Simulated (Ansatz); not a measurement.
**Band-structure calculation, with input and output: Nb3Sn (part 2 of 2)**

Nb3Sn (8 atoms in the cell); DFT PBE, spin-orbit coupling, plane waves, PAW (Ansatz 0.2.0); cutoff 420 eV, 8×8×8 k-mesh, Gaussian smearing of 0.1 eV. The structure derives from an entry of the Crystallography Open Database.

Geometry of the input (Å; fractional positions):
```
5.3191  0.0000  0.0000
0.0000  5.3191  0.0000
0.0000  0.0000  5.3191
Nb 0.2500  0.0000  0.5000
Nb 0.5000  0.7500  0.0000
Nb 0.7500  0.0000  0.5000
Nb 0.5000  0.2500  0.0000
Nb 0.0000  0.5000  0.7500
Nb 0.0000  0.5000  0.2500
Sn 0.0000  0.0000  0.0000
Sn 0.5000  0.5000  0.5000
```

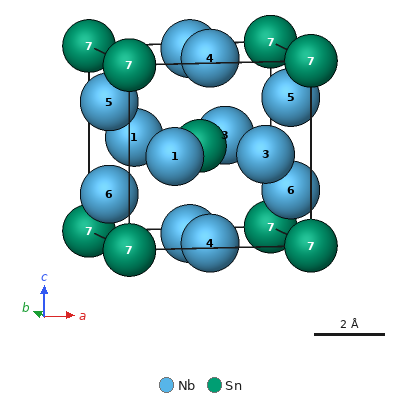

Fig. 1: The structure as given in the input (spheres-only view of the cell of the calculation, seen slightly off an axis; atoms are numbered from 1 in the order of the input).

### Output, continued
```
  k-point 1: bands = ["-37.6941", "-37.6941", "-37.6336", "-37.6336", "-37.6259", "-37.6259", "-37.4327", "-37.4327", "-37.4239", "-37.4239", "-37.4239", "-37.4239", "-15.4112", "-15.4112", "-15.3982", "-15.3982", "-15.3557", "-15.3557", "-15.0519", "-15.0519", "-15.0420", "-15.0420", "-14.8283", "-14.8283", "-13.4527", "-13.4527", "-13.4457", "-13.4457", "-13.4183", "-13.4183", "-13.2561", "-13.2561", "-13.0104", "-13.0104", "-12.9867", "-12.9867", "-12.8768", "-12.8768", "-12.8765", "-12.8765", "-12.8016", "-12.8016", "-12.4663", "-12.4663", "-12.4132", "-12.4132", "-12.4127", "-12.4127", "-4.5109", "-4.5109", "-4.5097", "-4.5097", "-4.5059", "-4.5059", "-4.5047", "-4.5047", "-3.4872", "-3.4872", "-3.4860", "-3.4860", "-3.4819", "-3.4819", "-3.4809", "-3.4809", "-3.4677", "-3.4677", "-3.4619", "-3.4619", "7.7775", "7.7775", "9.1720", "9.1720", "13.2718", "13.2718", "13.3467", "13.3467", "13.4139", "13.4139", "13.4322", "13.4322", "13.6973", "13.6973", "13.8166", "13.8166", "14.0234", "14.0234", "14.3719", "14.3719", "14.7247", "14.7247", "14.9857", "14.9857", "15.0342", "15.0342", "15.0437", "15.0437", "15.5834", "15.5834", "16.3265", "16.3265", "16.3654", "16.3654", "16.3771", "16.3771", "16.8487", "16.8487", "16.8531", "16.8531", "19.0610", "19.0610", "19.1417", "19.1417", "19.1639", "19.1639", "19.4655", "19.4655", "20.0310", "20.0310", "20.0870", "20.0870", "20.1853", "20.1853", "20.3968", "20.3968", "20.3976", "20.3976", "20.4607", "20.4607"]
  k-point 2: bands = ["-37.6833", "-37.6833", "-37.6391", "-37.6391", "-37.6074", "-37.6074", "-37.4575", "-37.4575", "-37.4239", "-37.4239", "-37.4239", "-37.4239", "-15.4085", "-15.4085", "-15.3911", "-15.3911", "-15.2957", "-15.2957", "-15.0645", "-15.0645", "-15.0234", "-15.0234", "-14.8541", "-14.8541", "-13.4497", "-13.4497", "-13.4412", "-13.4412", "-13.3614", "-13.3614", "-13.2232", "-13.2232", "-13.0525", "-13.0525", "-12.9683", "-12.9683", "-12.8780", "-12.8780", "-12.8667", "-12.8667", "-12.8132", "-12.8132", "-12.6125", "-12.6125", "-12.4150", "-12.4150", "-12.4136", "-12.4136", "-4.5124", "-4.5124", "-4.5085", "-4.5085", "-4.5082", "-4.5082", "-4.5046", "-4.5046", "-3.4883", "-3.4883", "-3.4847", "-3.4847", "-3.4837", "-3.4837", "-3.4805", "-3.4805", "-3.4684", "-3.4684", "-3.4639", "-3.4639", "8.0158", "8.0158", "9.0939", "9.0939", "12.8950", "12.8950", "13.1665", "13.1665", "13.4023", "13.4023", "13.4762", "13.4762", "13.8108", "13.8108", "13.9319", "13.9319", "14.2302", "14.2302", "14.7934", "14.7934", "14.9384", "14.9384", "15.0432", "15.0432", "15.0726", "15.0726", "15.0883", "15.0883", "15.7036", "15.7036", "16.2889", "16.2889", "16.3502", "16.3502", "16.3676", "16.3676", "16.8752", "16.8752", "16.8827", "16.8827", "18.5343", "18.5343", "19.0257", "19.0257", "19.0393", "19.0393", "19.7229", "19.7229", "19.7390", "19.7390", "19.8748", "19.8748", "20.0658", "20.0658", "20.1017", "20.1017", "20.1096", "20.1096", "20.3748", "20.3748"]
  k-point 34: bands = ["-37.5405", "-37.5405", "-37.5405", "-37.5405", "-37.5405", "-37.5405", "-37.5405", "-37.5405", "-37.5405", "-37.5405", "-37.5405", "-37.5405", "-15.1132", "-15.1132", "-15.1132", "-15.1132", "-15.1102", "-15.1102", "-15.1102", "-15.1102", "-15.1102", "-15.1102", "-15.1102", "-15.1102", "-13.1628", "-13.1628", "-13.1628", "-13.1628", "-13.0752", "-13.0752", "-13.0752", "-13.0752", "-13.0142", "-13.0142", "-13.0142", "-13.0142", "-13.0142", "-13.0142", "-13.0142", "-13.0142", "-12.8825", "-12.8825", "-12.8825", "-12.8825", "-12.8825", "-12.8825", "-12.8825", "-12.8825", "-4.5129", "-4.5129", "-4.5129", "-4.5129", "-4.5129", "-4.5129", "-4.5129", "-4.5129", "-3.4858", "-3.4858", "-3.4858", "-3.4858", "-3.4858", "-3.4858", "-3.4858", "-3.4858", "-3.4769", "-3.4769", "-3.4769", "-3.4769", "9.3425", "9.3425", "9.3425", "9.3425", "13.3442", "13.3442", "13.3442", "13.3442", "13.4776", "13.4776", "13.4776", "13.4776", "13.4776", "13.4776", "13.4776", "13.4776", "15.4996", "15.4996", "15.4996", "15.4996", "15.5202", "15.5202", "15.5202", "15.5202", "15.5202", "15.5202", "15.5202", "15.5202", "16.9065", "16.9065", "16.9065", "16.9065", "16.9065", "16.9065", "16.9065", "16.9065", "16.9466", "16.9466", "16.9466", "16.9466", "17.0034", "17.0034", "17.0034", "17.0034", "17.0034", "17.0034", "17.0034", "17.0034", "19.3117", "19.3117", "19.3117", "19.3117", "19.3117", "19.3117", "19.3117", "19.3117", "19.3206", "19.3206", "19.3206", "19.3206"]
--- Löwdin populations: 8 sites ---
  site symbol       q [e]
     0     Nb     12.9156
     1     Nb     12.9156
     2     Nb     12.9156
     3     Nb     12.9156
     4     Nb     12.9156
     5     Nb     12.9156
     6     Sn     14.0431
     7     Sn     14.0431
  spilling = 0.003965 (of n_electrons = 106.000000)
```

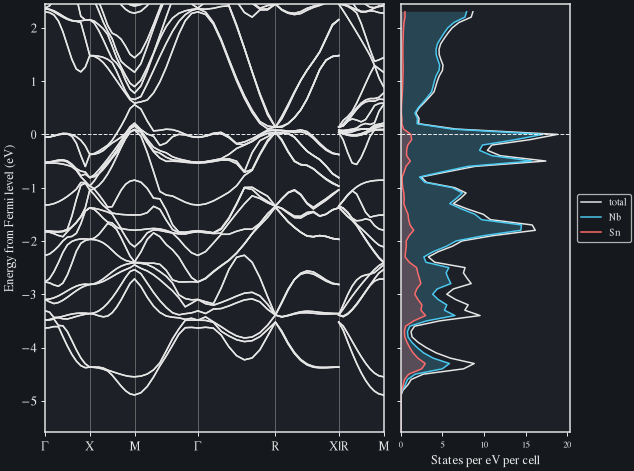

Fig. 2: Band structure along Γ–X–M–Γ–R–X|R–M and density of states (projected on Löwdin-orthogonalised atomic shells), with energies from the Fermi level. Bands cross the Fermi level: a metal at this level of theory.

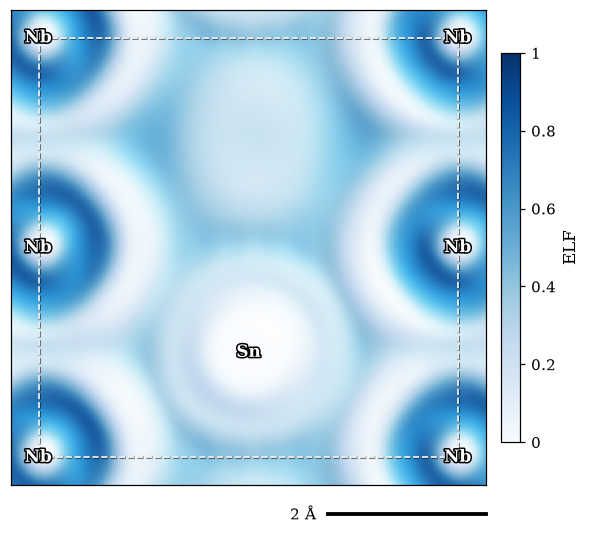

Fig. 3: ELF on the (001) plane of the conventional cell. Atoms in the plane: Nb and Sn. Nb–Nb (2.66 Å): the ELF is about 0.30 at the midpoint (no localised pair between them). Nb–Sn (2.97 Å): the ELF is about 0.30 at the midpoint; no shared electron pair. 5. The strong features right at Nb lie inside the PAW spheres (semicore, d or f shells) and say nothing about bonding. In a PAW calculation such maps are meaningful between the atoms, not at the nuclei.

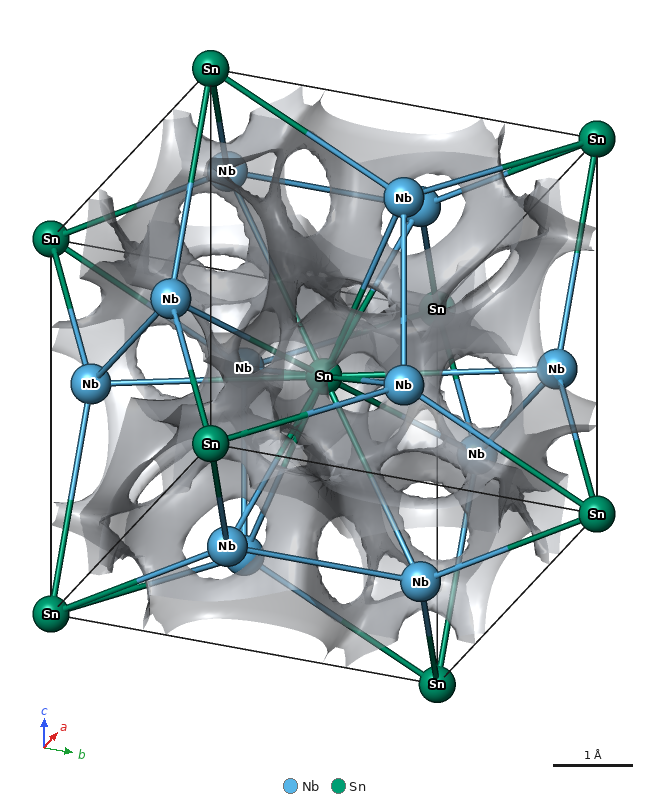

Fig. 4: Isosurface of the ELF at 0.4 (grey), seen at an oblique angle. Only the valence region is drawn (cores and ρ < 0.01 e/Å³ removed). Sticks mark near contacts. The outline is the cell set on symmetry axes. Values along the shortest contacts: Nb–Nb (2.66 Å): the ELF is about 0.30 at the midpoint; no shared electron pair. Nb–Sn (2.97 Å): the ELF is about 0.30 at the midpoint (no shared electron pair).

### Key numbers

```json
{"quantity": "outcome", "value": "converged"}
{"quantity": "space group (tolerance 0.01 Å)", "value": "Pm-3n (223)"}
{"quantity": "electrons treated", "value": "106"}
{"quantity": "free energy", "value": "−39373.8522 eV"}
{"quantity": "Fermi energy", "value": "16.867 eV"}
{"quantity": "gap on the k-point mesh", "value": "none (metallic)"}
{"quantity": "net moment of the cell", "value": "0.00 μB"}
{"quantity": "integrated absolute moment", "value": "0.00 μB"}
{"quantity": "pressure", "value": "−0.02 GPa"}
{"quantity": "largest force (length of the vector)", "value": "under 0.001 eV/Å"}
{"quantity": "hardware", "value": "2 threads of Arm Neoverse V1, 24 GiB of memory available, shared host"}
{"quantity": "wall time", "value": "4.5 min (CPU time 8.9 min)"}
{"quantity": "peak memory", "value": "2 GiB"}
```
